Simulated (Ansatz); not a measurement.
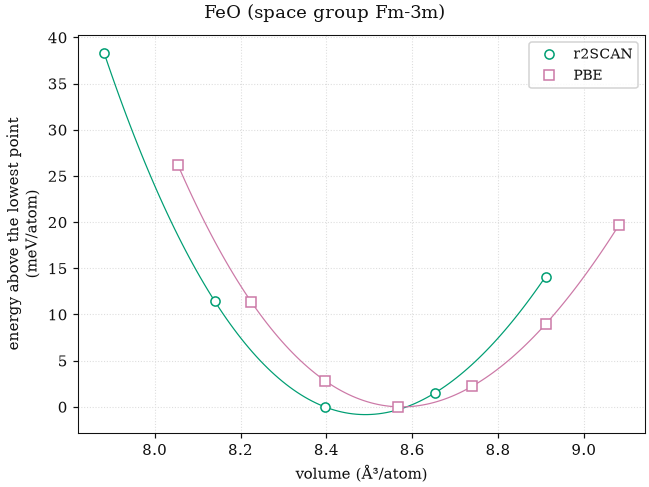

Method: equation of state of a cubic crystal from periodic Kohn-Sham density functional theory without spin, third-order Birch-Murnaghan fit to the free energies; pressure corrected for the finite basis (Ansatz 0.2.0 development build).

structure type rock salt; atoms in cell 2; space group number 225; lattice centring face-centred primitive; occupation method Fermi–Dirac; datasets soft-1 PAW; density tolerance 1e−07 eV; bands 15; density cutoff ratio 4; search for lower states default.

Energy above the lowest point against volume, with one curve for each functional, for FeO (space group Fm-3m).

Settings that differ: r2SCAN: wave cutoff 500 eV, k mesh 14×14×14, occupation width 0.1 eV; PBE: wave cutoff 420 eV, k mesh 46×46×46, occupation width 0.0612 eV.

The fitted equilibrium volumes, smallest first, are r2SCAN 8.491, PBE 8.575 Å³/atom. The fitted bulk moduli, smallest first, are PBE 235, r2SCAN 252 GPa.

Note: known magnet treated without spin, far from its ground state; modest k-mesh, values are not fully converged in k (r2SCAN).
